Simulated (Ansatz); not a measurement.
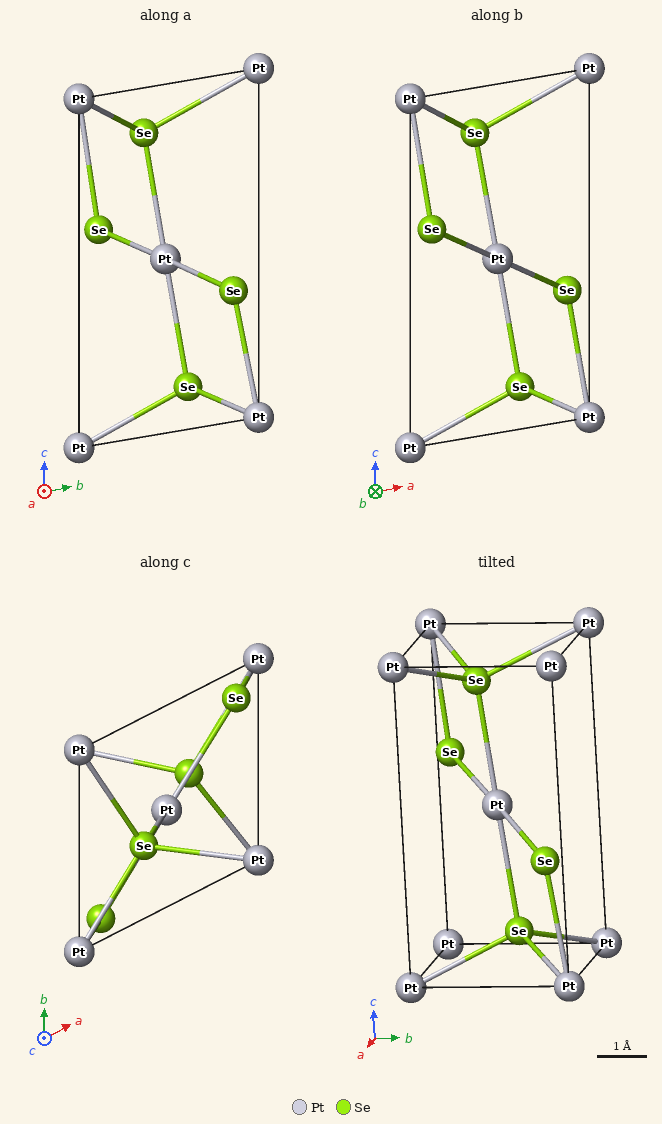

The crystal in a ball-and-stick representation, seen along the a axis, along the b axis, along the c axis and slightly off an axis. The parallelepiped is the unit cell.

Lattice parameters: a = 4.347 Å, b = 4.361 Å, c = 7.545 Å, α = 73.94°, β = 73.94°, γ = 60.24°. Put a along x and b in the xy plane.

Q: Give the structure in the form of a POSCAR file, with free fractional coordinates to two decimals.

A:
```
Pt Se
1.0
     4.347    0.000    0.000
     2.165    3.786    0.000
     2.087    1.211    7.148
Pt Se
2 4
Direct
  0.00 0.00 0.00
  0.49 0.48 0.50
  0.61 0.61 0.12
  0.88 0.86 0.38
  0.12 0.11 0.62
  0.36 0.36 0.87
```

The cell started as a structure type filled with these elements by a generator (whether the compound takes this form wasn't checked). Earlier steps of the study, as a rule a relaxation of our own, may have changed the cell and positions, so they can lie some per cent off the listed ones. It was set up as input for a calculation with Ansatz.
